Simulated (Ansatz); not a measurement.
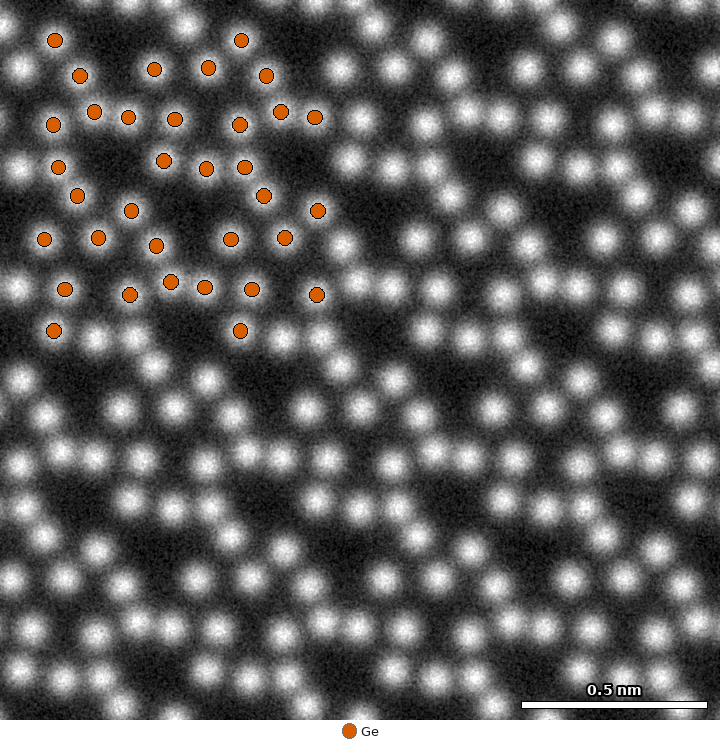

HAADF-like image of Ge (P4_32_12, No. 96) along [111]. Simulation: incoherent imaging, intensity Z^1.7 per atom, probe width 0.61 Å, thin sample. The probe carries 25 % of its weight in a tail 2.5 times as wide. The display is stretched by a gamma of 0.65; percentages refer to the linear signal. Shot noise was added. Atomic positions: the input geometry of an electronic-structure calculation (not necessarily at equilibrium).

Coloured dots in one corner mark the columns of the model.

Q: What can be read from this image?

A: The columns repeat on a centred rectangular net of 5.53 × 8.56 Å (plane group cm). All columns are alike (Ge). The shortest distance between visible columns is 0.94 Å in projection. Along the beam the structure repeats every 11.22 Å.
